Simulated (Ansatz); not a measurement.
**Geometry relaxation of AlN (part 1 of 3)**

The run: geometry relaxation of AlN (slab, 32 atoms in the cell). Method and program: DFT PBE, scalar-relativistic, plane waves, PAW, no spin polarisation (Ansatz 0.2.0).

The structure derives from an entry of the Crystallography Open Database. The input holds or restrains some coordinates. It belongs to a series of runs on one base structure; here: clean slab, lower planes held.

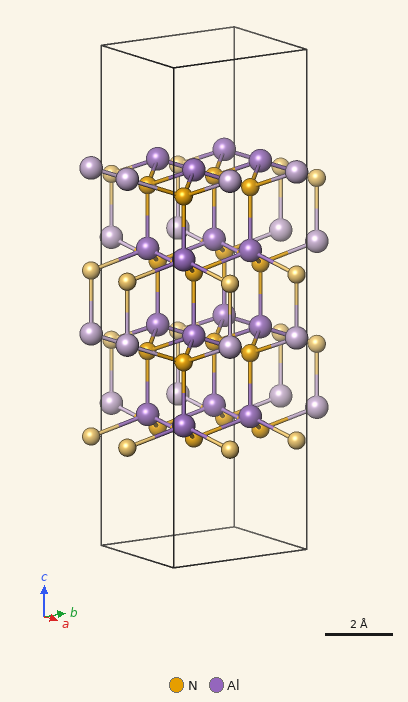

Fig. 1: The input geometry (ball-and-stick view of the cell of the calculation, with the vacuum cut short, seen slightly off an axis; neighbours outside the cell are drawn fainter). Near neighbours in the crystal (not all of them lie inside the picture): N has 3 Al at 1.90 Å; Al has 4 N at 1.90 to 1.91 Å; N has 4 Al at 1.90 to 1.91 Å; Al has 3 N at 1.90 Å.

The input
```yaml
crystal:
  lattice:
    - [6.260479125, 0.0, 0.0]
    - [-3.1302395625, 5.4217339621, 0.0]
    - [0.0, 0.0, 24.1213864803]
  atoms:
    - { symbol: "N", position: [0.1666666667, 0.3333333333, 0.3316558941] }
    - { symbol: "N", position: [0.1666666667, 0.8333333333, 0.3316558941] }
    - { symbol: "N", position: [0.6666666667, 0.3333333333, 0.3316558941] }
    - { symbol: "N", position: [0.6666666667, 0.8333333333, 0.3316558941] }
    - { symbol: Al, position: [0.3333333333, 0.1666666667, 0.3562986318] }
    - { symbol: Al, position: [0.3333333333, 0.6666666667, 0.3562986318] }
    - { symbol: Al, position: [0.8333333333, 0.1666666667, 0.3562986318] }
    - { symbol: Al, position: [0.8333333333, 0.6666666667, 0.3562986318] }
    - { symbol: "N", position: [0.3333333333, 0.1666666667, 0.4356710521] }
    - { symbol: "N", position: [0.3333333333, 0.6666666667, 0.4356710521] }
    - { symbol: "N", position: [0.8333333333, 0.1666666667, 0.4356710521] }
    - { symbol: "N", position: [0.8333333333, 0.6666666667, 0.4356710521] }
    - { symbol: Al, position: [0.1666666667, 0.3333333333, 0.4603137898] }
    - { symbol: Al, position: [0.1666666667, 0.8333333333, 0.4603137898] }
    - { symbol: Al, position: [0.6666666667, 0.3333333333, 0.4603137898] }
    - { symbol: Al, position: [0.6666666667, 0.8333333333, 0.4603137898] }
    - { symbol: "N", position: [0.1666666667, 0.3333333333, 0.5396862102] }
    - { symbol: "N", position: [0.1666666667, 0.8333333333, 0.5396862102] }
    - { symbol: "N", position: [0.6666666667, 0.3333333333, 0.5396862102] }
    - { symbol: "N", position: [0.6666666667, 0.8333333333, 0.5396862102] }
    - { symbol: Al, position: [0.3333333333, 0.1666666667, 0.5643289479] }
    - { symbol: Al, position: [0.3333333333, 0.6666666667, 0.5643289479] }
    - { symbol: Al, position: [0.8333333333, 0.1666666667, 0.5643289479] }
    - { symbol: Al, position: [0.8333333333, 0.6666666667, 0.5643289479] }
    - { symbol: "N", position: [0.3333333333, 0.1666666667, 0.6437013682] }
    - { symbol: "N", position: [0.3333333333, 0.6666666667, 0.6437013682] }
    - { symbol: "N", position: [0.8333333333, 0.1666666667, 0.6437013682] }
    - { symbol: "N", position: [0.8333333333, 0.6666666667, 0.6437013682] }
    - { symbol: Al, position: [0.1666666667, 0.3333333333, 0.6683441059] }
    - { symbol: Al, position: [0.1666666667, 0.8333333333, 0.6683441059] }
    - { symbol: Al, position: [0.6666666667, 0.3333333333, 0.6683441059] }
    - { symbol: Al, position: [0.6666666667, 0.8333333333, 0.6683441059] }
basis:
  ecutwfc: 420
kpoints:
  mp_grid: { grid: [3, 3, 1] }
hamiltonian:
  xc: pbe
scf:
  occupations: { method: gaussian, width: 0.05 }
output:
  forces: true
  eigenvalues: true
  write_density: true
  write_potential: true
  elf: true
  volumetric_format: npy
relax:
  adjacent_minimum: "off"
  f_tol: 0.03
  max_steps: 70
  constraints: [{ sites: [0, 1, 2, 3, 4, 5, 6, 7, 8, 9, 10, 11, 12, 13, 14, 15] }]
efield:
  axis: 3
  dipole_correction: true
  ramp_width: 0.04
```

Run as:
```bash
ansatz run input.yaml --threads 2 --pin off --max-ram 5120MiB --backend cpu --events-out ev --progress --plain --runs-dir out
```

Log
```
Engine: ansatz 0.2.0, aarch64-unknown-linux-gnu
Pseudopotentials: kind: paw
Pseudopotential: N, paw, valence charge 5, recommended cutoff 420 eV (normal), N.paw.azcp
Pseudopotential: Al, paw, valence charge 3, recommended cutoff 420 eV (normal), Al.paw.azcp
Functional definition: PBE
  parameter kappa = 0.804
  parameter beta = 0.06672455060314922
  exchange = pbe_x(kappa = kappa, mu = beta*pi^2/3)
  correlation = pbe_c(beta = beta)
Crystal: 32 atoms, lattice volume = 818.744 Å³
Basis set: ecut = 420 eV, 16029 PW (Γ), exchange–correlation on 90×90×324 points (8 copies of the dense FFT grid, shifted against one another)
Bands: 96, of which v1, the nominal top of the filled ones, is band 64 counted from 1 (63 counted from 0)
Symmetry: 24 space group operations
Space group: P3m1 (ITA 156), of the structure as read, at distance tolerance 9.4e-5 Å
k-points: 3 of 9 (time reversal used)
Non-local potential: N, projectors of the file, l = 0: 2, l = 1: 2, l = 2: 1
Non-local potential: Al, projectors of the file, l = 0: 2, l = 1: 2, l = 2: 1
PAW form: soft (Blöchl's): semilocal exchange-correlation on the pseudo side does not see the compensation charge
PAW one-centre angular grid: N, 110 points (default); XC on 64 Gauss nodes
PAW one-centre angular grid: Al, 110 points (default); XC on 64 Gauss nodes
Initial density: superposition of atomic densities (neutral atoms: chi_scale 0, normalization atom), corrected by the library's trained network
Initial wavefunctions: pseudopotential atomic-orbital guess
Functional: x = pbe(κ = 0.804, μ = 0.2195149727645171), c = pbe(β = 0.06672455060314922)
SCF iter   1: F=—  HF=-14772.651155 eV  |F-HF|=—  |Δ(HF+E_count)|=         —  Δρ=8.26e-3  dr2=1.01e1  ethr=1.77e-3  p=0.557 e·Å  D=1.23e-1 V/Å  ΔV_dip=-2.97 eV  dr2_dipole=6.79e0  V_vac-E_F(+/−)=4.34/7.31 eV  ⟨swp⟩=10.7  Hψ=1830  notcnv=0  defer=43
efield: sawtooth ramp at fractional position 0.9800 (placed from the atoms, in the widest stretch of the axis that holds none; the zero of the levels goes with the place), width 0.0400; the density the first Hamiltonian is built on has a dipole p = 0.557 e·Å; the dipole correction subtracts the counter field D = 1.23e-1 V/Å, which shifts the + side's vacuum level by -2.97 eV against the − side's; the planar-averaged density in the ramp window peaks in size at 4.3e-5 e/Å³
preconditioner: auto → LDOS  [insulator: Δε(μ)=0.104 eV  Ē_g=11.553 eV  σ=0.050 eV  W_gap=0.64  n_scr=92 (ndim 8)  ℏωp=14.7 eV  f_vac=0.501  D(μ)=33.04/eV (n_scr^D=278)  ε∞_Penn≈2.6  β→1.0]
SCF iter   2: F=—  HF=-14927.130729 eV  |F-HF|=—  |Δ(HF+E_count)|=    1.54e2  Δρ=1.67e-1  dr2=9.09e3  ethr=1.77e-3  p=3.004 e·Å  D=6.64e-1 V/Å  ΔV_dip=-16.02 eV  dr2_dipole=9.02e3  V_vac-E_F(+/−)=-5.38/10.65 eV  ⟨swp⟩=25.3  Hψ=2771  notcnv=0  defer=66  recentre
SCF iter   3: F=—  HF=-14772.467163 eV  |F-HF|=—  |Δ(HF+E_count)|=    1.55e2  Δρ=7.44e-3  dr2=8.82e0  ethr=1.77e-3  p=0.569 e·Å  D=1.26e-1 V/Å  ΔV_dip=-3.03 eV  dr2_dipole=6.00e0  V_vac-E_F(+/−)=4.32/7.35 eV  ⟨swp⟩=7.3  Hψ=1423  notcnv=0  defer=80
SCF iter   4: F=—  HF=-14772.377906 eV  |F-HF|=—  |Δ(HF+E_count)|=   8.93e-2  Δρ=4.52e-3  dr2=1.17e0  ethr=1.77e-3  p=0.490 e·Å  D=1.08e-1 V/Å  ΔV_dip=-2.61 eV  dr2_dipole=8.41e-1  V_vac-E_F(+/−)=4.78/7.40 eV  ⟨swp⟩=4.3  Hψ=354  notcnv=0  defer=75
SCF iter   5: F=—  HF=-14772.773977 eV  |F-HF|=—  |Δ(HF+E_count)|=   3.96e-1  Δρ=1.85e-2  dr2=3.88e1  ethr=9.18e-4  p=0.530 e·Å  D=1.17e-1 V/Å  ΔV_dip=-2.83 eV  dr2_dipole=2.43e1  V_vac-E_F(+/−)=4.77/7.60 eV  ⟨swp⟩=2.7  Hψ=347  notcnv=0  defer=75  recentre
SCF iter   6: F=—  HF=-14772.410944 eV  |F-HF|=—  |Δ(HF+E_count)|=   3.63e-1  Δρ=7.78e-3  dr2=8.21e0  ethr=9.18e-4  p=0.677 e·Å  D=1.50e-1 V/Å  ΔV_dip=-3.61 eV  dr2_dipole=5.33e0  V_vac-E_F(+/−)=3.78/7.37 eV  ⟨swp⟩=2.3  Hψ=250  notcnv=0  defer=75
SCF iter   7: F=—  HF=-14772.428343 eV  |F-HF|=—  |Δ(HF+E_count)|=   1.74e-2  Δρ=8.19e-3  dr2=8.66e0  ethr=9.18e-4  p=0.729 e·Å  D=1.61e-1 V/Å  ΔV_dip=-3.88 eV  dr2_dipole=5.34e0  V_vac-E_F(+/−)=3.55/7.41 eV  ⟨swp⟩=1.0  Hψ=333  notcnv=0  defer=75
SCF iter   8: F=—  HF=-14772.331233 eV  |F-HF|=—  |Δ(HF+E_count)|=   9.71e-2  Δρ=5.52e-3  dr2=4.18e0  ethr=9.18e-4  p=0.673 e·Å  D=1.49e-1 V/Å  ΔV_dip=-3.59 eV  dr2_dipole=2.65e0  V_vac-E_F(+/−)=3.89/7.47 eV  ⟨swp⟩=1.0  Hψ=213  notcnv=0  defer=75
SCF iter   9: F=—  HF=-14772.308500 eV  |F-HF|=—  |Δ(HF+E_count)|=   2.27e-2  Δρ=5.55e-4  dr2=7.05e-3  ethr=9.18e-4  p=0.660 e·Å  D=1.46e-1 V/Å  ΔV_dip=-3.52 eV  dr2_dipole=3.03e-4  V_vac-E_F(+/−)=4.01/7.53 eV  ⟨swp⟩=1.0  Hψ=213  notcnv=0  defer=75
SCF iter  10: F=—  HF=-14772.339853 eV  |F-HF|=—  |Δ(HF+E_count)|=   3.14e-2  Δρ=5.45e-3  dr2=3.45e0  ethr=5.51e-6  p=0.623 e·Å  D=1.38e-1 V/Å  ΔV_dip=-3.32 eV  dr2_dipole=2.27e0  V_vac-E_F(+/−)=4.27/7.60 eV  ⟨swp⟩=3.0  Hψ=409  notcnv=0  defer=75
SCF iter  11: F=—  HF=-14772.310233 eV  |F-HF|=—  |Δ(HF+E_count)|=   2.96e-2  Δρ=8.60e-4  dr2=6.62e-2  ethr=5.51e-6  p=0.627 e·Å  D=1.39e-1 V/Å  ΔV_dip=-3.34 eV  dr2_dipole=4.17e-2  V_vac-E_F(+/−)=4.23/7.57 eV  ⟨swp⟩=2.3  Hψ=424  notcnv=0  defer=75
SCF iter  12: F=—  HF=-14772.310300 eV  |F-HF|=—  |Δ(HF+E_count)|=   6.65e-5  Δρ=3.15e-4  dr2=1.18e-2  ethr=5.51e-6  p=0.620 e·Å  D=1.37e-1 V/Å  ΔV_dip=-3.31 eV  dr2_dipole=7.86e-3  V_vac-E_F(+/−)=4.26/7.57 eV  ⟨swp⟩=1.7  Hψ=268  notcnv=0  defer=75
SCF iter  13: F=—  HF=-14772.310602 eV  |F-HF|=—  |Δ(HF+E_count)|=   3.02e-4  Δρ=6.88e-4  dr2=6.08e-2  ethr=5.51e-6  p=0.620 e·Å  D=1.37e-1 V/Å  ΔV_dip=-3.30 eV  dr2_dipole=4.05e-2  V_vac-E_F(+/−)=4.26/7.57 eV  ⟨swp⟩=1.7  Hψ=257  notcnv=0  defer=75  recentre
SCF iter  14: F=—  HF=-14772.310334 eV  |F-HF|=—  |Δ(HF+E_count)|=   2.68e-4  Δρ=7.44e-5  dr2=2.49e-4  ethr=5.51e-6  p=0.620 e·Å  D=1.37e-1 V/Å  ΔV_dip=-3.31 eV  dr2_dipole=1.73e-4  V_vac-E_F(+/−)=4.26/7.57 eV  ⟨swp⟩=1.3  Hψ=273  notcnv=0  defer=75
SCF iter  15: F=—  HF=-14772.310344 eV  |F-HF|=—  |Δ(HF+E_count)|=   9.77e-6  Δρ=1.27e-4  dr2=2.36e-3  ethr=1.95e-7  p=0.620 e·Å  D=1.37e-1 V/Å  ΔV_dip=-3.30 eV  dr2_dipole=1.54e-3  V_vac-E_F(+/−)=4.26/7.57 eV  ⟨swp⟩=1.3  Hψ=216  notcnv=0  defer=75
SCF iter  16: F=—  HF=-14772.310334 eV  |F-HF|=—  |Δ(HF+E_count)|=   9.90e-6  Δρ=4.66e-5  dr2=1.12e-4  ethr=1.95e-7  p=0.620 e·Å  D=1.37e-1 V/Å  ΔV_dip=-3.30 eV  dr2_dipole=7.23e-5  V_vac-E_F(+/−)=4.26/7.57 eV  ⟨swp⟩=1.0  Hψ=213  notcnv=0  defer=75
SCF iter  17: F=—  HF=-14772.310336 eV  |F-HF|=—  |Δ(HF+E_count)|=   2.16e-6  Δρ=1.14e-5  dr2=2.61e-5  ethr=8.74e-8  p=0.619 e·Å  D=1.37e-1 V/Å  ΔV_dip=-3.30 eV  dr2_dipole=1.58e-5  V_vac-E_F(+/−)=4.26/7.57 eV  ⟨swp⟩=1.0  Hψ=213  notcnv=0  defer=75
SCF iter  18: F=-14772.310339 eV  HF=-14772.310337 eV  |F-HF|=1.74e-6  |Δ(HF+E_count)|=   1.40e-6  Δρ=1.01e-5  dr2=2.06e-6  ethr=1.76e-8  p=0.620 e·Å  D=1.37e-1 V/Å  ΔV_dip=-3.30 eV  dr2_dipole=1.81e-8  V_vac-E_F(+/−)=4.26/7.57 eV  ⟨swp⟩=37.0  Hψ=3970  notcnv=0
SCF 1 converged in 18 iterations: F = -14772.310339 eV  dr2 = 2.06e-6
  greatest PAW one-centre occupation: 0.801 electrons in one spin orbital (limit 2), on the N atom at site 3 (counted from 0), in its partial waves of l = 0
relax step   1: F+E_penalty+E_count = -14772.31033897 eV  Δ(F+E_penalty+E_count) = +0.000e0 eV  max|allowed force component| = 1.267e0 eV/Å  Δτ_max = 0.0000 Å  (18 SCF iters, dr2 threshold 2.25e-5 eV, accepted)
Initial density: handed on by an earlier stage of this run
Initial wavefunctions: those handed on with the density
SCF iter   1: F=—  HF=-14772.510757 eV  |F-HF|=—  |Δ(HF+E_count)|=         —  Δρ=6.97e-3  dr2=5.15e0  ethr=3.10e-3  p=0.620 e·Å  D=1.37e-1 V/Å  ΔV_dip=-3.30 eV  dr2_dipole=3.46e0  V_vac-E_F(+/−)=4.24/7.55 eV  ⟨swp⟩=2.0  Hψ=377  notcnv=0  defer=70
efield: sawtooth ramp at fractional position 0.9800 (handed on by an earlier solve), width 0.0400; the density the first Hamiltonian is built on has a dipole p = 0.620 e·Å; the dipole correction subtracts the counter field D = 1.37e-1 V/Å, which shifts the + side's vacuum level by -3.30 eV against the − side's; the planar-averaged density in the ramp window peaks in size at 1.1e-6 e/Å³
preconditioner: auto → LDOS  [insulator: Δε(μ)=0.077 eV  Ē_g=11.432 eV  σ=0.050 eV  W_gap=0.66  n_scr=92 (ndim 8)  ℏωp=14.7 eV  f_vac=0.499  D(μ)=30.71/eV (n_scr^D=254)  ε∞_Penn≈2.6  β→1.0]
SCF iter   2: F=—  HF=-14772.452386 eV  |F-HF|=—  |Δ(HF+E_count)|=   5.84e-2  Δρ=5.86e-3  dr2=4.20e0  ethr=3.10e-3  p=0.651 e·Å  D=1.44e-1 V/Å  ΔV_dip=-3.47 eV  dr2_dipole=2.78e0  V_vac-E_F(+/−)=4.11/7.59 eV  ⟨swp⟩=1.7  Hψ=335  notcnv=0  defer=71
SCF iter   3: F=—  HF=-14772.473090 eV  |F-HF|=—  |Δ(HF+E_count)|=   2.07e-2  Δρ=6.68e-4  dr2=2.02e-2  ethr=3.10e-3  p=0.636 e·Å  D=1.41e-1 V/Å  ΔV_dip=-3.39 eV  dr2_dipole=3.05e-3  V_vac-E_F(+/−)=4.18/7.57 eV  ⟨swp⟩=1.7  Hψ=219  notcnv=0  defer=71
SCF iter   4: F=—  HF=-14772.475000 eV  |F-HF|=—  |Δ(HF+E_count)|=   1.91e-3  Δρ=1.20e-3  dr2=8.45e-2  ethr=1.58e-5  p=0.636 e·Å  D=1.40e-1 V/Å  ΔV_dip=-3.39 eV  dr2_dipole=5.11e-2  V_vac-E_F(+/−)=4.19/7.57 eV  ⟨swp⟩=2.0  Hψ=401  notcnv=0  defer=71
SCF iter   5: F=—  HF=-14772.473742 eV  |F-HF|=—  |Δ(HF+E_count)|=   1.26e-3  Δρ=3.98e-4  dr2=9.83e-3  ethr=1.58e-5  p=0.638 e·Å  D=1.41e-1 V/Å  ΔV_dip=-3.40 eV  dr2_dipole=1.96e-3  V_vac-E_F(+/−)=4.18/7.58 eV  ⟨swp⟩=1.3  Hψ=218  notcnv=0  defer=71
SCF iter   6: F=—  HF=-14772.473378 eV  |F-HF|=—  |Δ(HF+E_count)|=   3.64e-4  Δρ=2.48e-4  dr2=2.28e-3  ethr=7.68e-6  p=0.639 e·Å  D=1.41e-1 V/Å  ΔV_dip=-3.41 eV  dr2_dipole=3.81e-4  V_vac-E_F(+/−)=4.18/7.59 eV  ⟨swp⟩=2.0  Hψ=305  notcnv=0  defer=71
SCF iter   7: F=—  HF=-14772.473362 eV  |F-HF|=—  |Δ(HF+E_count)|=   1.59e-5  Δρ=1.86e-4  dr2=6.57e-4  ethr=1.78e-6  p=0.640 e·Å  D=1.41e-1 V/Å  ΔV_dip=-3.41 eV  dr2_dipole=3.06e-5  V_vac-E_F(+/−)=4.18/7.59 eV  ⟨swp⟩=2.0  Hψ=296  notcnv=0  defer=71
SCF iter   8: F=—  HF=-14772.473402 eV  |F-HF|=—  |Δ(HF+E_count)|=   4.00e-5  Δρ=1.48e-4  dr2=2.77e-3  ethr=5.13e-7  p=0.639 e·Å  D=1.41e-1 V/Å  ΔV_dip=-3.41 eV  dr2_dipole=1.68e-3  V_vac-E_F(+/−)=4.18/7.59 eV  ⟨swp⟩=2.3  Hψ=351  notcnv=0  defer=71  recentre
SCF iter   9: F=—  HF=-14772.473435 eV  |F-HF|=—  |Δ(HF+E_count)|=   3.31e-5  Δρ=1.81e-4  dr2=1.62e-3  ethr=5.13e-7  p=0.639 e·Å  D=1.41e-1 V/Å  ΔV_dip=-3.41 eV  dr2_dipole=9.17e-4  V_vac-E_F(+/−)=4.19/7.59 eV  ⟨swp⟩=2.0  Hψ=324  notcnv=0  defer=71
SCF iter  10: F=-14772.473388 eV  HF=-14772.473427 eV  |F-HF|=3.87e-5  |Δ(HF+E_count)|=   8.56e-6  Δρ=4.44e-5  dr2=4.17e-5  ethr=7.81e-8  p=0.639 e·Å  D=1.41e-1 V/Å  ΔV_dip=-3.40 eV  dr2_dipole=1.97e-5  V_vac-E_F(+/−)=4.19/7.59 eV  ⟨swp⟩=27.3  Hψ=3561  notcnv=0
SCF 2 converged in 10 iterations: F = -14772.473388 eV  dr2 = 4.17e-5
relax step   2: F+E_penalty+E_count = -14772.47338802 eV  Δ(F+E_penalty+E_count) = -1.630e-1 eV  max|allowed force component| = 7.599e-1 eV/Å  Δτ_max = 0.0289 Å  (10 SCF iters, dr2 threshold 1.00e-4 eV, accepted)
```
